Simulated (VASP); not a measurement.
# W7S16: one change and its effect

System: W7S16 (defect cell, 23 atoms in the cell).
Method of run A: Kohn-Sham DFT of a periodic cell, LDA, VASP PAW LDA potentials, recommended, spin-polarised (VASP 6.6.1).

The structure derives from an entry of the Crystallography Open Database. 

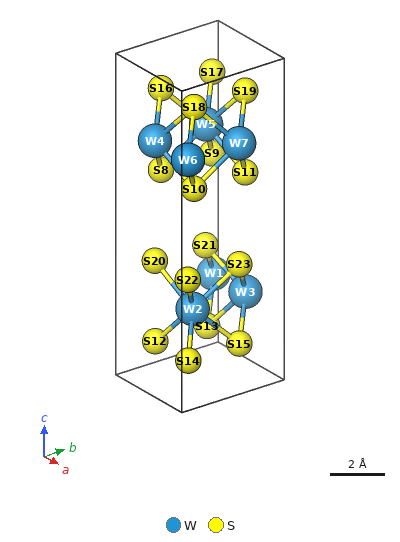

Figure 1. The input geometry (ball-and-stick view of the cell of the calculation, seen slightly off an axis; atoms are numbered from 1 in the order of the input). An atom can appear more than once, as a periodic image. Near neighbours in the periodic cell (some may lie outside the picture): W has 6 S at 2.36 to 2.42 Å; S has 3 W at 2.40 to 2.42 Å; S has 2 W at 2.36 to 2.38 Å.

## INCAR, run A
```
  PREC = Accurate
  ENCUT = 350
  EDIFF = 1E-5
  ISMEAR = 0
  SIGMA = 0.03
  LREAL = Auto
  LASPH = T
  NELM = 120
  ALGO = Normal
  ISIF = 2
  LWAVE = F
  LCHARG = F
  ISPIN = 2
  MAGMOM = 0 0 0 0 0 0 0 0 0 0 0 0.33 0.33 0.33 0 0 0 0 0 0.33 0.33 0.33 0
  LORBIT = 11
  NUPDOWN = 2
  LMAXMIX = 4
  ISYM = 0
  KPAR = 4
```

## KPOINTS, run A
```
Automatic mesh
0
Gamma
  3 3 2
```

## POSCAR, run A
```
W7S16                                   
1.0
    6.3064000000      0.0000000000      0.0000000000
   -3.1532000000      5.4615026064      0.0000000000
    0.0000000000      0.0000000000     12.3230000000
  W               S             
     7    16
Direct
     0.1771506134025024    0.8409721136414573    0.2502738557605926
     0.6600889549025040    0.3249395531950378    0.2497920519662818
     0.6608804553168719    0.8409238851361396    0.2505857771280570
     0.3337860276816839    0.1669226493161504    0.7501748566498880
     0.3337040406137868    0.6669051481322475    0.7502554827349326
     0.8338013837364395    0.1669189707087598    0.7501817329051209
     0.8336957549110013    0.6669147962461223    0.7502478524203655
     0.1671394975741160    0.3336980953088542    0.6233829077430999
     0.1670894144387585    0.8335658074901414    0.6232726549598593
     0.6671200945495419    0.3335311366659430    0.6232681530904689
     0.6669566334938563    0.8334706438750920    0.6232404764682387
     0.3306369951306403    0.1720419940258068    0.1257402692338762
     0.3363834546721210    0.6759667711245670    0.1224762715625558
     0.8334429050742788    0.1707436642345659    0.1249104832045659
     0.8333654411781360    0.6697742184694874    0.1270119851808412
     0.1670329206751053    0.3335228446248995    0.8770858235189122
     0.1671397544556909    0.8337423646125665    0.8772155126758974
     0.6671287877075623    0.3335674597071047    0.8772576959265066
     0.6670954745815001    0.8337072285124355    0.8771922471917962
     0.3337121059015805    0.1660321957700346    0.3771072633006525
     0.3300270727145486    0.6625620635178840    0.3740903423899515
     0.8306185797432241    0.1671760712780540    0.3763211221318825
     0.8331156375445402    0.6684903244066546    0.3735081818556499
```

Launched with:
```bash
cat potpaw_LDA.64/W_sv/POTCAR potpaw_LDA.64/S/POTCAR > POTCAR
mpirun -np 4 vasp_std > vasp.out
```

Hardware: 4 threads of Intel Xeon (Emerald Rapids), 450 GiB of memory available, shared host.

## OSZICAR and lines of OUTCAR (run A)
```
N       E                     dE             d eps       ncg     rms          rms(c)
DAV:   1     0.174010571533E+04    0.17401E+04   -0.83853E+04  5320   0.123E+03
DAV:   2    -0.576611755330E+02   -0.17978E+04   -0.17390E+04  5498   0.381E+02
DAV:   3    -0.195236419172E+03   -0.13758E+03   -0.13371E+03  5656   0.103E+02
DAV:   4    -0.200070781626E+03   -0.48344E+01   -0.47890E+01  5608   0.193E+01
DAV:   5    -0.200251146137E+03   -0.18036E+00   -0.17993E+00  6104   0.356E+00    0.732E+01
DAV:   6    -0.191816244618E+03    0.84349E+01   -0.57762E+01  5612   0.231E+01    0.329E+01
DAV:   7    -0.191311616002E+03    0.50463E+00   -0.34452E+01  5286   0.149E+01    0.165E+01
DAV:   8    -0.189191083843E+03    0.21205E+01   -0.64830E+00  5451   0.748E+00    0.506E+00
DAV:   9    -0.189186685010E+03    0.43988E-02   -0.87098E-01  5707   0.234E+00    0.169E+00
DAV:  10    -0.189180236573E+03    0.64484E-02   -0.60803E-02  5811   0.736E-01    0.936E-01
DAV:  11    -0.189176993323E+03    0.32433E-02   -0.11477E-02  6027   0.350E-01    0.446E-01
DAV:  12    -0.189176848742E+03    0.14458E-03   -0.31732E-03  5691   0.219E-01    0.163E-01
DAV:  13    -0.189176712154E+03    0.13659E-03   -0.11486E-03  5835   0.142E-01    0.728E-02
DAV:  14    -0.189176687128E+03    0.25025E-04   -0.17486E-04  6040   0.558E-02    0.478E-02
DAV:  15    -0.189176683903E+03    0.32255E-05   -0.46143E-05  5424   0.219E-02
   1 F= -.18917668E+03 E0= -.18917496E+03  d E =-.344832E-02  mag=     1.9999
[... from OUTCAR:]
  free energy    TOTEN  =      -189.17668390 eV
  energy without entropy =     -189.17323558  energy(sigma->0) =     -189.17495974
 E-fermi :   6.0985     XC(G=0): -10.9755     alpha+bet :-12.5461
  free  energy   TOTEN  =      -189.1766839029 eV
  energy  without entropy=     -189.1732355816  energy(sigma->0) =     -189.17495974
```

For run B the input was changed thus:
```diff
-  NUPDOWN = 2
+  GGA = PS
```

Predict how the results change.

The total moment is fixed by the input in run A, so the state need not be the lowest. The total energies belong to different methods, so their difference says nothing on which is more stable or more accurate. The net moment of the cell goes from 2.00 to −0.09 μB. The largest force goes from 0.188 to 0.271 eV/Å. The SCF takes 35 iterations against 15. On the same kind of shared host run B took about 2.2 times as long.

## OSZICAR and lines of OUTCAR (run B)
```
N       E                     dE             d eps       ncg     rms          rms(c)
DAV:   1     0.175638625620E+04    0.17564E+04   -0.83856E+04  5312   0.123E+03
DAV:   2    -0.484232799935E+02   -0.18048E+04   -0.17455E+04  5509   0.382E+02
DAV:   3    -0.187691044117E+03   -0.13927E+03   -0.13549E+03  5648   0.104E+02
DAV:   4    -0.192610115718E+03   -0.49191E+01   -0.48748E+01  5584   0.195E+01
DAV:   5    -0.192795896781E+03   -0.18578E+00   -0.18536E+00  6112   0.360E+00    0.742E+01
DAV:   6    -0.184777906565E+03    0.80180E+01   -0.60591E+01  5500   0.233E+01    0.338E+01
DAV:   7    -0.184777305692E+03    0.60087E-03   -0.45324E+01  5352   0.158E+01    0.176E+01
[...]
DAV:  27    -0.181856455606E+03    0.34390E-03   -0.24979E-03  5584   0.803E-02    0.159E-01
DAV:  28    -0.181856285903E+03    0.16970E-03   -0.43609E-04  5600   0.396E-02    0.135E-01
DAV:  29    -0.181856249742E+03    0.36162E-04   -0.46341E-05  4832   0.155E-02    0.126E-01
DAV:  30    -0.181856217723E+03    0.32018E-04   -0.36339E-04  5051   0.308E-02    0.109E-01
DAV:  31    -0.181856218848E+03   -0.11242E-05   -0.37361E-04  5334   0.282E-02    0.105E-01
DAV:  32    -0.181856177677E+03    0.41170E-04   -0.88456E-05  4592   0.138E-02    0.952E-02
DAV:  33    -0.181856119407E+03    0.58270E-04   -0.18002E-03  5132   0.467E-02    0.571E-02
DAV:  34    -0.181856135146E+03   -0.15739E-04   -0.75059E-04  5552   0.310E-02    0.451E-02
DAV:  35    -0.181856140774E+03   -0.56281E-05   -0.94336E-05  4780   0.202E-02
   1 F= -.18185614E+03 E0= -.18185136E+03  d E =-.957153E-02  mag=    -0.0894
[... from OUTCAR:]
  free energy    TOTEN  =      -181.85614077 eV
  energy without entropy =     -181.84656924  energy(sigma->0) =     -181.85135501
 E-fermi :   6.5288     XC(G=0): -10.8517     alpha+bet :-12.4796
  free  energy   TOTEN  =      -181.8561407742 eV
  energy  without entropy=     -181.8465692431  energy(sigma->0) =     -181.85135501
```

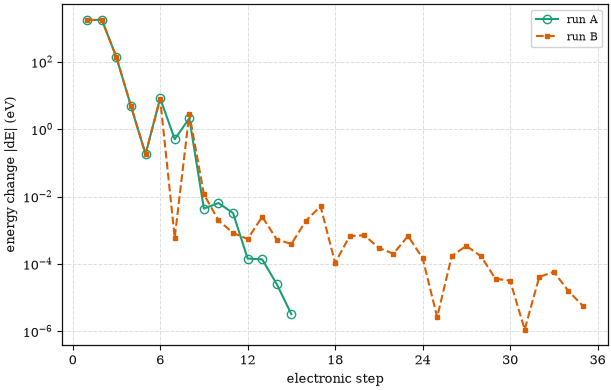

Figure 2. Convergence of the two runs: energy change |dE| against the electronic step. Run A takes 15 steps in all, and run B takes 35.

## The two runs side by side

```tsv
quantity	run A	run B
outcome	converged	converged
free energy per atom (eV)	−8.2251	−7.9068
energy per atom, smearing taken to zero (eV)	−8.2250	−7.9066
gap on the mesh (eV)	0.00	0.00
net moment of the cell (μB)	2.00	−0.09
largest force (eV/Å)	0.188	0.271
SCF iterations	15	35
irreducible k-points	10	10
plane waves at Γ	6374	6374
```

For both runs: Spin–orbit coupling is left out, which matters for W.
